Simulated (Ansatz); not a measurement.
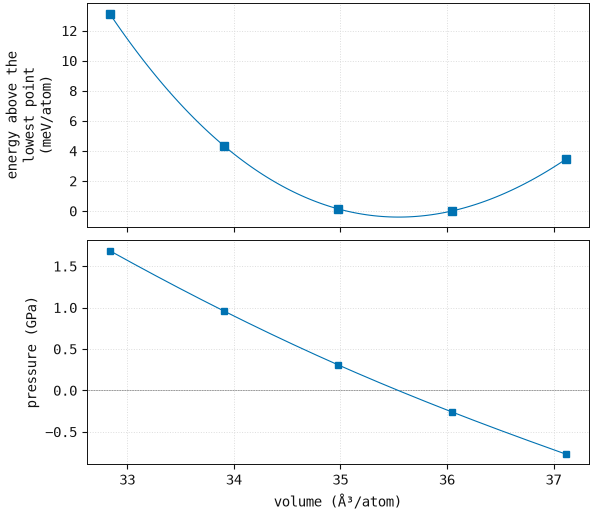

The figure shows the energy above the lowest point and pressure against volume for Yb, space group Fm-3m (No. 225) (one of a set of cubic test structures, which need not be the stable phase).

How it was computed, with Ansatz 0.2.0 development build: equation of state of a cubic crystal from periodic Kohn-Sham density functional theory without spin, third-order Birch-Murnaghan fit to the free energies; pressure corrected for the finite basis. Level: r2SCAN.

structure type fcc; atoms in cell 1; space group number 225; lattice centring face-centred primitive; k mesh 11×11×11; occupation method Fermi–Dirac; occupation width 0.1 eV; wave cutoff 700 eV; datasets hard PAW; density tolerance 1e−09 eV; bands 21; density cutoff ratio 4; search for lower states default; xc grid level 2.

What equilibrium volume and bulk modulus follow from the curve?

Answer. A third-order Birch–Murnaghan fit gives V0 = 35.55 Å³/atom, B0 = 18.9 GPa and B′ = 3.0.

Read off the course of the pressure.

Answer. It falls from 1.688 GPa at volume 32.83 Å³/atom to −0.770 GPa at 37.12 Å³/atom, and changes sign near 35.6 Å³/atom.

Limits of the calculation: modest k-mesh, values are not fully converged in k; pseudopotentials made with PBE, not this functional; semilocal functionals place the filled 4f shell too high and overbind.

The computed values:

```tsv
volume (Å³/atom)	energy above the lowest point (meV/atom)	pressure (GPa)
32.83	13.1	1.688
33.91	4.4	0.960
34.98	0.1	0.310
36.05	0.0	-0.260
37.12	3.5	-0.770
```
